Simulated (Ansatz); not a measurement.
Geometry relaxation of Ga₃N₂ (part 2 of 2)

Continued. System: Ga₃N₂ (R-3m, 5 atoms in the cell). Method: DFT PBE, scalar-relativistic, plane waves, PAW, no spin polarisation (Ansatz 0.2.0); cutoff 420 eV, 12×12×12 k-mesh, Gaussian smearing of 0.1 eV. The structure was made by swapping elements on the sites of another compound; it need not be a known phase. It belongs to a series of runs on one base structure; here: anti-tetradymite type (R-3m, No. 166).

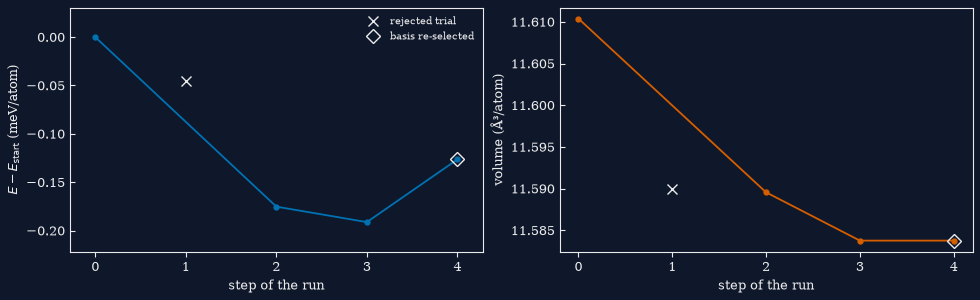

**Figure 1.** Progress of the relaxation, step by step (the first geometry is step 0 here and step 1 in the log). The atoms keep their places relative to the cell (all moves are under 0.005 Å). The volume changes by −0.2 %, with a = b 3.099 → 3.093 Å (−0.2 %), c 20.935 → 20.972 Å (+0.2 %). The space group stays R-3m (No. 166). After 3 geometry steps the energy has fallen by 0.2 meV per atom. The largest force component goes from 0.0075 to 0.00063 eV/Å. Pressure: −0.31 GPa at the start and 0.00 GPa at the end. The line search rejected the trial step at point 1 (counted from 0) and went back. A last SCF at the same geometry on a re-selected plane-wave basis shifts the energy by +0.1 meV per atom.

```
basis re-selected at this cell: Δ(F+E_penalty+E_count) = +3.236e-4 eV, ΔP = -0.006 GPa vs the last step (what re-selecting the basis moved, of the pressure what is left beyond the Pulay correction that the steps carried, after the strain that the cell walked since its last selection, with what the two solves' SCF thresholds leave and, on support functions, any second-order correction that the steps lacked; it is no measure of the basis error at this ecutwfc). This SCF's stress stands 7.89e-3 GPa from its target on what of the cell is left free (relax.cell.stress_tol is 5.00e-2 GPa) and its largest allowed force component is 6.25e-4 eV/Å (relax.f_tol is 1.00e-2 eV/Å): within both
SCF converged after 5 iterations
Free energy (F): -12116.591875 eV
Harris-Foulkes:  -12116.591875 eV  (|F-HF|=2.36e-11)
Internal energy: -12116.590404 eV  (E = F + TS)
E sigma→0 (E₀):  -12116.591140 eV
Entropy (-TS):   -0.001471 eV (-0.294 meV/atom)
Fermi energy:    12.827221 eV
--- Per-component energies (eV) ---
  E_band       = 30.972057
  E_kinetic    = 605.779267
  E_local      = -5218.845788  (includes V_loc(G=0)·N_el)
  E_nonlocal   = 1373.707330
  E_hartree    = 2441.138305
  E_xc         = -326.153417
  E_vxc        = -325.555644  (∫ρ·V_xc dr)
  E_paw        = -6229.195086  (= ΣΔE_a)
  E_vpaw       = -1286.389608  (= ΣTr[D̂ρ^β])
  E_aug_tail   = -0.000189  (compensation charges beyond the density's cutoff)
  E_ewald      = -4763.020827
  E_smearing   = -0.001471  (= −TS)
  E_closure    = 0.000000  (closes the sum)
  Σ components = -12116.591875   (vs F -12116.591875, Δ=0.00e0)
--- Forces (eV/Å), atoms counted from 1 ---
  atom   1  Ga     0.00000000     0.00000000     0.00000000
  atom   2  Ga     0.00000000    -0.00000000     0.00062541
  atom   3  Ga     0.00000000     0.00000000    -0.00062541
  atom   4  N     -0.00000000    -0.00000000    -0.00043025
  atom   5  N      0.00000000     0.00000000     0.00043025
  max |Σ_I F_I| component: 9.25e-18 eV/Å
--- Stress (GPa, compression-positive) ---
       -0.007556      -0.000000       0.000000
       -0.000000      -0.007556      -0.000000
        0.000000      -0.000000       0.007891
  P = ⅓ Tr σ = -0.0024 GPa (-0.024 kbar)
--- Band table (eV; the first three rows and the last of 189) ---
  k-point 0: bands = ["-4.9131", "-3.4774", "-2.8388", "-2.8247", "-2.8247", "-2.6967", "-2.6967", "-2.5704", "-2.5704", "-2.5471", "-2.5471", "-2.5396", "-2.4443", "-2.3771", "-2.3771", "-2.3103", "-2.3103", "2.2336", "7.5324", "7.5467", "10.6605", "10.6605", "10.7870", "10.7870", "14.3482", "14.5623", "17.7728", "20.1464", "20.3931", "20.3931"]
  k-point 1: bands = ["-4.8177", "-3.5444", "-2.8298", "-2.8122", "-2.7715", "-2.7000", "-2.6845", "-2.5889", "-2.5673", "-2.5540", "-2.5332", "-2.4738", "-2.4382", "-2.3791", "-2.3462", "-2.3064", "-2.3035", "2.3746", "7.3367", "7.7570", "10.0858", "10.4279", "10.4302", "10.8189", "14.6302", "15.0480", "17.8880", "18.7984", "19.6998", "20.0197"]
  k-point 2: bands = ["-4.5493", "-3.6653", "-2.8109", "-2.7820", "-2.7586", "-2.7066", "-2.6450", "-2.6029", "-2.5550", "-2.5451", "-2.4979", "-2.4513", "-2.4272", "-2.3796", "-2.2996", "-2.2788", "-2.0687", "2.7955", "6.9741", "7.8194", "9.2089", "9.7462", "10.0167", "10.7056", "14.8464", "15.7712", "17.3578", "17.5556", "19.0164", "19.5254"]
  k-point 188: bands = ["-4.8191", "-3.6450", "-2.8433", "-2.8170", "-2.8170", "-2.7038", "-2.7038", "-2.5921", "-2.5921", "-2.5843", "-2.5212", "-2.5212", "-2.4344", "-2.3927", "-2.3927", "-2.2993", "-2.2993", "3.3490", "4.5915", "10.6617", "10.6617", "10.7705", "10.7872", "10.7872", "11.9898", "15.3195", "18.0568", "19.6928", "19.6928", "21.8343"]
--- Relaxed structure (4 steps of the walk, 3 accepted, 1 SCFs on fresh bases) ---
  F+E_penalty+E_count = -12116.59187488 eV   max|allowed force component| = 6.254e-4 eV/Å   (the final SCF, on the basis selected at the relaxed cell)
  cell:  # Å, volume = 57.9188 Å³
    - [1.5465143932368566, 0.8928805012409292, 6.99070904866392]
    - [-1.5465143932368566, 0.8928805012409292, 6.99070904866392]
    - [4.3758581475640417e-35, -1.7857610024818598, 6.99070904866392]
  atoms:
    - { symbol: Ga, position: [-1.0834054926164369e-35, 4.700984551270256e-36, -3.066535187447054e-36] }
    - { symbol: Ga, position: [0.21623944383801463, 0.21623944383801463, 0.2162394438380146] }
    - { symbol: Ga, position: [0.7837605561619854, 0.7837605561619854, 0.7837605561619851] }
    - { symbol: N, position: [0.39234517087246096, 0.39234517087246096, 0.39234517087246096] }
    - { symbol: N, position: [0.607654829127539, 0.607654829127539, 0.6076548291275389] }
```

**Trajectory as extended XYZ (Å, eV, eV/Å), 5 frames, from step=1 to step=5**
```
5
Lattice="1.5497 0.8947 6.9783 -1.5497 0.8947 6.9783 0.0000 -1.7894 6.9783" Properties=species:S:1:pos:R:3:forces:R:3 step=1 energy=-12116.59124 pressure_GPa=-0.31
Ga    0.0000    0.0000    0.0000    0.0000   0.0000   0.0000
Ga    0.0000    0.0000    4.5267    0.0000   0.0000   0.0010
Ga    0.0000    0.0000   16.4082    0.0000   0.0000  -0.0010
N     0.0000    0.0000    8.2147    0.0000   0.0000  -0.0075
N     0.0000    0.0000   12.7202    0.0000   0.0000   0.0075
5
Lattice="1.5447 0.8918 7.0112 -1.5447 0.8918 7.0112 0.0000 -1.7836 7.0112" Properties=species:S:1:pos:R:3:forces:R:3 step=2 energy=-12116.59147 pressure_GPa=-0.14 accepted=F
Ga    0.0000    0.0000    0.0000    0.0000   0.0000   0.0000
Ga    0.0000    0.0000    4.5471    0.0000   0.0000   0.0365
Ga    0.0000    0.0000   16.4866    0.0000   0.0000  -0.0365
N     0.0000    0.0000    8.2534    0.0000   0.0000  -0.0093
N     0.0000    0.0000   12.7803    0.0000   0.0000   0.0093
5
Lattice="1.5468 0.8930 6.9921 -1.5468 0.8930 6.9921 0.0000 -1.7860 6.9921" Properties=species:S:1:pos:R:3:forces:R:3 step=3 energy=-12116.59212 pressure_GPa=-0.07
Ga    0.0000    0.0000    0.0000    0.0000   0.0000   0.0000
Ga    0.0000    0.0000    4.5359    0.0000   0.0000   0.0016
Ga    0.0000    0.0000   16.4403    0.0000   0.0000  -0.0016
N     0.0000    0.0000    8.2302    0.0000   0.0000  -0.0043
N     0.0000    0.0000   12.7460    0.0000   0.0000   0.0043
5
Lattice="1.5465 0.8929 6.9907 -1.5465 0.8929 6.9907 0.0000 -1.7858 6.9907" Properties=species:S:1:pos:R:3:forces:R:3 step=4 energy=-12116.59220 pressure_GPa=0.00
Ga    0.0000    0.0000    0.0000    0.0000   0.0000   0.0000
Ga    0.0000    0.0000    4.5350    0.0000   0.0000   0.0006
Ga    0.0000    0.0000   16.4371    0.0000   0.0000  -0.0006
N     0.0000    0.0000    8.2283    0.0000   0.0000  -0.0004
N     0.0000    0.0000   12.7438    0.0000   0.0000   0.0004
5
Lattice="1.5465 0.8929 6.9907 -1.5465 0.8929 6.9907 0.0000 -1.7858 6.9907" Properties=species:S:1:pos:R:3:forces:R:3 step=5 energy=-12116.59188 pressure_GPa=-0.00
Ga    0.0000    0.0000    0.0000    0.0000   0.0000   0.0000
Ga    0.0000    0.0000    4.5350    0.0000   0.0000   0.0006
Ga    0.0000    0.0000   16.4371    0.0000   0.0000  -0.0006
N     0.0000    0.0000    8.2283    0.0000   0.0000  -0.0004
N     0.0000    0.0000   12.7438    0.0000   0.0000   0.0004
```

The run was set up as follows.

**Input**
```yaml
crystal:
  lattice:
    - [1.5496661189, 0.8947001509, 6.9783062304]
    - [-1.5496661189, 0.8947001509, 6.9783062304]
    - [0.0, -1.7894003018, 6.9783062304]
  atoms:
    - { symbol: Ga, position: [0.0, 0.0, 0.0] }
    - { symbol: Ga, position: [0.2162266116, 0.2162266116, 0.2162266116] }
    - { symbol: Ga, position: [0.7837733884, 0.7837733884, 0.7837733884] }
    - { symbol: "N", position: [0.3923930036, 0.3923930036, 0.3923930036] }
    - { symbol: "N", position: [0.6076069964, 0.6076069964, 0.6076069964] }
basis:
  ecutwfc: 420
kpoints:
  mp_grid: { grid: [12, 12, 12] }
hamiltonian:
  xc: pbe
scf:
  occupations: { method: gaussian, width: 0.1 }
output:
  forces: true
  stress: true
  eigenvalues: true
relax:
  adjacent_minimum: "off"
  f_tol: 0.01
  max_steps: 80
  cell: { stress_tol: 0.05 }
```

Launch command:
```bash
ansatz run input.yaml --threads 1 --pin off --max-ram 2560MiB --backend cpu --events-out ev --progress --plain --runs-dir out
```

**Results in brief**

- outcome: converged
- space group (tolerance 0.01 Å): R-3m (166)
- electrons treated: 49
- free energy: −12116.5919 eV
- Fermi energy: 12.827 eV
- gap on the k-point mesh: none (metallic)
- pressure: 0.00 GPa
- final volume: 57.92 Å³
- largest force (length of the vector) at the end: 0.001 eV/Å
- final cell: a = 7.215 Å, b = 7.215 Å, c = 7.215 Å, α = 24.75°, β = 24.75°, γ = 24.75°
- hardware: 1 thread of Intel Xeon (Granite Rapids), 192 GiB of memory available, shared host
- wall time: 41 s
- peak memory: 0.56 GiB

The cell holds an odd number of electrons but the run has no spin polarisation, so it comes out as a metal.
